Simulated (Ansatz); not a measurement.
Ta: single-point calculation

- system: Ta (Im-3m, 3 atoms in the cell)
- method: DFT, PBE, PAW with Ansatz's default frozen-core files, scalar-relativistic, no spin polarisation (Ansatz 0.2.0)

It belongs to a series of runs on one base structure; here: bulk in the slab's orientation, PAW files.

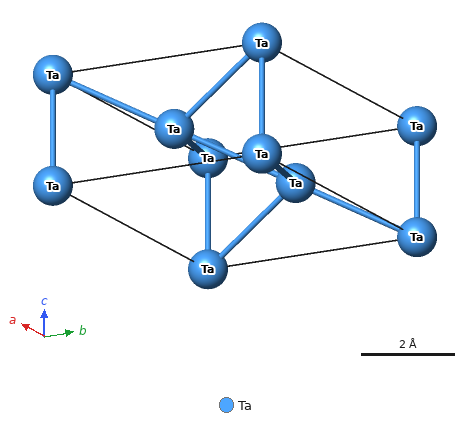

Fig. 1: The structure as given in the input (ball-and-stick view of the cell of the calculation, seen at an oblique angle).

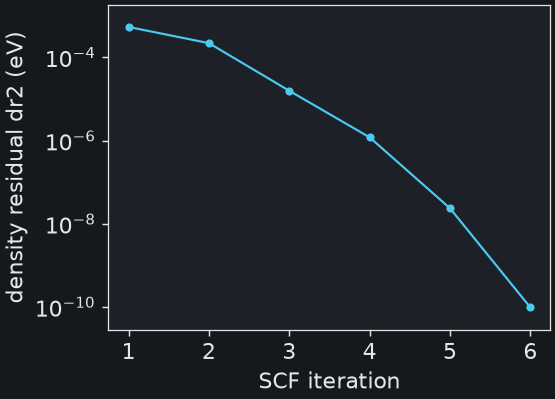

Fig. 2: Convergence of the self-consistent field: density residual dr2 against the SCF iteration. The residual falls at every step.

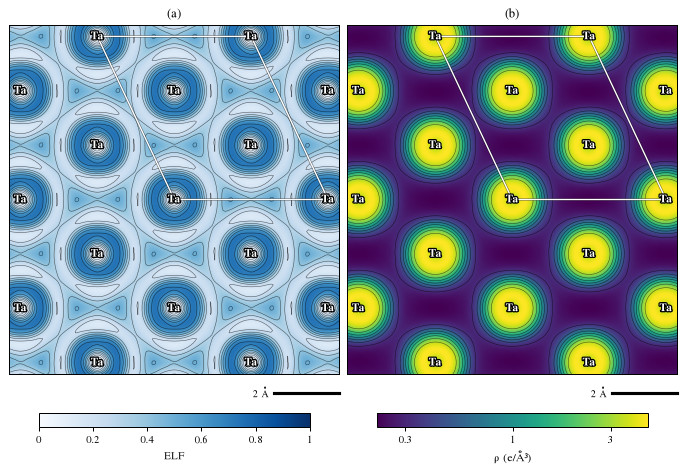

Fig. 3: (a) ELF; (b) valence charge density (pseudo) on the (101̄) plane of the calculation cell. Ta–Ta (2.87 Å): the density is about 0.3 e/Å³ at the midpoint; the ELF is about 0.30 at the midpoint; no shared electron pair. Away from the nuclei the density in this plane falls to 0.22 e/Å³ at its lowest. The strong features right at Ta lie inside the PAW spheres (semicore, d or f shells) and say nothing about bonding. The fields are those of the smooth PAW valence density.

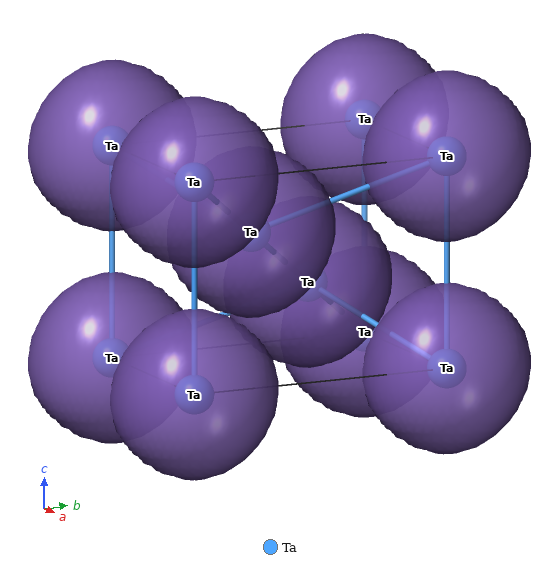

Fig. 4: Isosurface of the valence pseudo-density at 0.4 e/Å³ (purple), seen slightly off an axis. Sticks mark near contacts. The outline is the calculation cell. At this value the density breaks into separate islands; it holds about 75 % of the electrons treated as valence (semicore included). It is pinched off along the Ta–Ta (2.87 Å) contacts. On the grid the lowest density along these lines, outside the cores, is 0.3 e/Å³ (Ta–Ta, 2.87 Å).

The input that produced these results follows, with the program's output.

## Input
```yaml
crystal:
  lattice:
    - [0.0, 3.3195547178, -3.3195547178]
    - [-3.3195547178, 0.0, 3.3195547178]
    - [1.6597773589, 1.6597773589, 1.6597773589]
  atoms:
    - { symbol: Ta, position: [0.0, 0.0, 0.0] }
    - { symbol: Ta, position: [0.333333333, 0.666666667, 0.333333333] }
    - { symbol: Ta, position: [0.666666667, 0.333333333, 0.666666667] }
kpoints:
  mp_grid: { grid: [9, 9, 13] }
scf:
  occupations: { method: fermi_dirac, width: 0.08 }
hamiltonian:
  xc: pbe
  pseudopotentials: { kind: paw }
output:
  forces: true
  stress: true
  eigenvalues: true
  write_density: true
  write_potential: true
  elf: true
  volumetric_format: npy
```

Command:
```bash
ansatz run input.yaml --threads 2 --pin off --max-ram 4096MiB --backend cpu --events-out ev --progress --plain --runs-dir out
```

## The program's output
```
Engine: ansatz 0.2.0, aarch64-unknown-linux-gnu
Pseudopotentials: kind: paw
Pseudopotential: Ta, paw, valence charge 13, recommended cutoff 420 eV (normal), Ta.paw.azcp
Functional definition: PBE
  parameter kappa = 0.804
  parameter beta = 0.06672455060314922
  exchange = pbe_x(kappa = kappa, mu = beta*pi^2/3)
  correlation = pbe_c(beta = beta)
Crystal: 3 atoms, lattice volume = 54.869 Å³
Basis set: ecut = 420 eV, 1095 PW (Γ), exchange–correlation on 64×64×40 points (8 copies of the dense FFT grid, shifted against one another)
Bands: 24, of which v1, the nominal top of the filled ones, is band 20 counted from 1 (19 counted from 0)
Symmetry: 36 space group operations
Space group: Im-3m (ITA 229), of the structure as read, at distance tolerance 3.8e-5 Å
k-points: 126 of 1053
Non-local potential: Ta, projectors of the file, l = 0: 3, l = 1: 2, l = 2: 2, l = 3: 1
PAW form: soft (Blöchl's): semilocal exchange-correlation on the pseudo side does not see the compensation charge
PAW one-centre angular grid: Ta, 590 points (default); XC on 64 Gauss nodes
Initial density: superposition of atomic densities (neutral atoms: chi_scale 0, normalization atom), corrected by the library's trained network
Initial wavefunctions: pseudopotential atomic-orbital guess
Functional: x = pbe(κ = 0.804, μ = 0.2195149727645171), c = pbe(β = 0.06672455060314922)
SCF iter   1: F=—  HF=-29796.794902 eV  |F-HF|=—  |Δ(HF+E_count)|=         —  Δρ=2.00e-3  dr2=5.42e-4  ethr=1.77e-3  ⟨swp⟩=4.6  Hψ=12547  notcnv=0
preconditioner: auto → none  [metal: Δε(μ)=0.013 eV  Ē_g=4.341 eV  σ=0.080 eV  W_gap=0.04  n_scr=8 (ndim 8)  ℏωp=19.4 eV  f_vac=0.000  D(μ)=3.90/eV (n_scr^D=44)  sad-step TF]
SCF iter   2: F=—  HF=-29796.794938 eV  |F-HF|=—  |Δ(HF+E_count)|=   3.62e-5  Δρ=1.13e-3  dr2=2.21e-4  ethr=1.39e-6  ⟨swp⟩=2.0  Hψ=6515  notcnv=0
SCF iter   3: F=—  HF=-29796.795193 eV  |F-HF|=—  |Δ(HF+E_count)|=   2.55e-4  Δρ=2.24e-4  dr2=1.58e-5  ethr=5.66e-7  ⟨swp⟩=2.8  Hψ=5305  notcnv=0
SCF iter   4: F=—  HF=-29796.795180 eV  |F-HF|=—  |Δ(HF+E_count)|=   1.38e-5  Δρ=8.31e-5  dr2=1.20e-6  ethr=4.05e-8  ⟨swp⟩=2.0  Hψ=4953  notcnv=0
iter 5 did not close the SCF: its close was put off for the readings that it lacked (scf_convergence_deferred on its scf_iter line)
SCF iter   5: F=-29796.795180 eV  HF=-29796.795180 eV  |F-HF|=4.58e-8  |Δ(HF+E_count)|=   2.15e-7  Δρ=1.57e-5  dr2=2.36e-8  ethr=3.07e-9  ⟨swp⟩=2.1  Hψ=5499  notcnv=0
SCF iter   6: F=-29796.795180 eV  HF=-29796.795180 eV  |F-HF|=5.82e-11  |Δ(HF+E_count)|=   4.99e-8  Δρ=6.06e-7  dr2=9.74e-11  ethr=6.05e-11  ⟨swp⟩=5.2  Hψ=17393  notcnv=0
SCF 1 converged in 6 iterations: F = -29796.795180 eV  dr2 = 9.74e-11
  greatest PAW one-centre occupation: 0.999 electrons in one spin orbital (limit 2), on the Ta atom at site 2 (counted from 0), in its partial waves of l = 0
SCF converged after 6 iterations
Free energy (F): -29796.795180 eV
Harris-Foulkes:  -29796.795180 eV  (|F-HF|=5.82e-11)
Internal energy: -29796.711411 eV  (E = F + TS)
E sigma→0 (E₀):  -29796.753295 eV
Entropy (-TS):   -0.083769 eV (-27.923 meV/atom)
Fermi energy:    18.320446 eV
--- Per-component energies (eV) ---
  E_band       = -322.905846
  E_kinetic    = 1096.857175
  E_local      = -1668.747348  (includes V_loc(G=0)·N_el)
  E_nonlocal   = 44.198784
  E_hartree    = 577.633328
  E_xc         = -655.023053
  E_vxc        = -611.672252  (∫ρ·V_xc dr)
  E_paw        = -25189.789531  (= ΣΔE_a)
  E_vpaw       = -338.808949  (= ΣTr[D̂ρ^β])
  E_aug_tail   = 0.000400  (compensation charges beyond the density's cutoff)
  E_ewald      = -4001.841166
  E_smearing   = -0.083769  (= −TS)
  E_closure    = -0.000000  (closes the sum)
  Σ components = -29796.795180   (vs F -29796.795180, Δ=0.00e0)
--- Forces (eV/Å), atoms counted from 1 ---
  atom   1  Ta     0.00000000     0.00000000     0.00000000
  atom   2  Ta     0.00000000     0.00000000     0.00000000
  atom   3  Ta     0.00000000     0.00000000    -0.00000000
  max |Σ_I F_I| component: 1.94e-26 eV/Å
--- Stress (GPa, compression-positive) ---
        0.034001       0.027940       0.027940
        0.027940       0.034001       0.027940
        0.027940       0.027940       0.034001
  P = ⅓ Tr σ = 0.0340 GPa (0.340 kbar)
--- Band table (eV; the first three rows and the last of 126) ---
  k-point 0: bands = ["-48.7932", "-48.6711", "-48.6711", "-15.5415", "-15.5415", "-15.5415", "-15.5415", "-14.9041", "-14.9041", "-14.7625", "-14.7625", "-14.7614", "10.4777", "15.9225", "15.9225", "17.3002", "17.3002", "17.3002", "17.3002", "19.0536", "19.0536", "19.0549", "22.2746", "22.2746"]
  k-point 1: bands = ["-48.7891", "-48.6760", "-48.6621", "-15.5682", "-15.5682", "-15.4955", "-15.4955", "-14.9687", "-14.9258", "-14.8123", "-14.7676", "-14.7676", "10.6499", "15.9936", "16.3348", "16.9653", "16.9653", "17.4036", "17.4036", "18.9653", "18.9653", "19.2543", "22.1853", "22.1853"]
  k-point 2: bands = ["-48.7773", "-48.6776", "-48.6498", "-15.5776", "-15.5776", "-15.4304", "-15.4304", "-15.1052", "-15.0248", "-14.9522", "-14.7834", "-14.7834", "11.1447", "16.4342", "16.4375", "16.4375", "17.2579", "17.3243", "17.3243", "18.6890", "18.6890", "19.8513", "22.0361", "22.0361"]
  k-point 125: bands = ["-48.6653", "-48.6653", "-48.6653", "-15.7921", "-15.7921", "-15.7921", "-15.2343", "-15.2343", "-15.2343", "-14.9704", "-14.9704", "-14.9704", "14.9692", "14.9692", "14.9692", "17.6910", "17.6910", "17.6910", "17.9998", "17.9998", "17.9998", "20.3870", "20.3870", "20.3870"]
```

## File rho_z.tsv
```
# z_ang	rho[e/angstrom^3]
# format = ansatz-planar-average/11
# lattice	0.000000000	3.319554718	-3.319554718
# lattice	-3.319554718	0.000000000	3.319554718
# lattice	1.659777359	1.659777359	1.659777359
# sites	3
# site	73	0.000000000	0.000000000	0.000000000
# site	73	-1.659777359	1.659777359	1.659777359
# site	73	0.000000000	3.319554718	0.000000000
0.000000	6.888747e-1
0.143741	6.981976e-1
0.287482	7.176416e-1
0.431223	7.311239e-1
0.574964	7.281589e-1
0.718705	7.110462e-1
0.862446	6.932308e-1
1.006187	6.899975e-1
1.149927	7.043482e-1
1.293668	7.235239e-1
1.437409	7.321441e-1
1.581150	7.235239e-1
1.724891	7.043482e-1
1.868632	6.899975e-1
2.012373	6.932308e-1
2.156114	7.110462e-1
2.299855	7.281589e-1
2.443596	7.311239e-1
2.587337	7.176416e-1
2.731078	6.981976e-1
```

## File v_z.tsv
```
# z_ang	v_es[eV]	v_tot[eV]
# format = ansatz-planar-average/11
# xc	pbe
# density_cutoff_ev	1680
# datasets	Ta=:simpson_from_first_knot:soft
# lattice	0.000000000	3.319554718	-3.319554718
# lattice	-3.319554718	0.000000000	3.319554718
# lattice	1.659777359	1.659777359	1.659777359
# sites	3
# site	73	0.000000000	0.000000000	0.000000000
# site	73	-1.659777359	1.659777359	1.659777359
# site	73	0.000000000	3.319554718	0.000000000
0.000000	8.374153e0	-4.217353e0
0.143741	8.404505e0	-4.248397e0
0.287482	8.483612e0	-4.297991e0
0.431223	8.557230e0	-4.302819e0
0.574964	8.539415e0	-4.304758e0
0.718705	8.453767e0	-4.285146e0
0.862446	8.387891e0	-4.232000e0
1.006187	8.377628e0	-4.221130e0
1.149927	8.426807e0	-4.267408e0
1.293668	8.513466e0	-4.304194e0
1.437409	8.563589e0	-4.301703e0
1.581150	8.513466e0	-4.304194e0
1.724891	8.426807e0	-4.267408e0
1.868632	8.377628e0	-4.221130e0
2.012373	8.387891e0	-4.232000e0
2.156114	8.453767e0	-4.285146e0
2.299855	8.539415e0	-4.304758e0
2.443596	8.557230e0	-4.302819e0
2.587337	8.483612e0	-4.297991e0
2.731078	8.404505e0	-4.248397e0
```

## Key numbers

| quantity | value |
| --- | --- |
| outcome | converged |
| space group (tolerance 0.01 Å) | Im-3m (229) |
| electrons treated | 39 |
| free energy | −29796.7952 eV |
| Fermi energy | 18.320 eV |
| pressure | 0.03 GPa |
| largest force (length of the vector) | under 0.001 eV/Å |
| hardware | 2 threads of Arm Neoverse V2, 24 GiB of memory available, shared host |
| wall time | 4.4 s (CPU time 8.6 s) |
| peak memory | 0.4 GiB |

## Notes

Spin–orbit coupling is left out, which matters for Ta.
